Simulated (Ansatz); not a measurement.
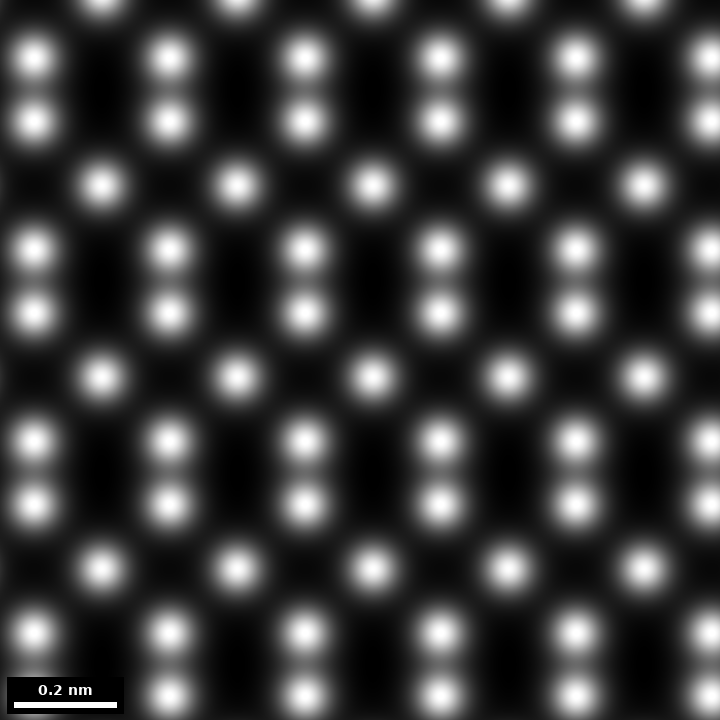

iDPC-like image of Rh. Simulated as the projected potential of neutral atoms (B = 0.8 Å²) blurred by a 0.53 Å probe, the thin-sample limit of integrated differential phase contrast.

### What two-dimensional lattice does the image show, and how large is its cell?

The pattern repeats on a rectangular net of 2.6 × 3.7 Å.

### What is the plane group of the image?

p2mm: mirror lines in two perpendicular directions, with twofold points where they cross.

### How many columns does the smallest repeating cell hold, and how many levels of brightness?

3 columns in the primitive cell of 9.8 Å², all of one brightness.

The crystal is Rh (P6/mmm, No. 191) seen along [100]. Atomic positions: the geometry relaxed with DFT r2SCAN, scalar-relativistic, plane waves, PAW in Ansatz; the starting structure was generated, so it need not be a known form of this composition.
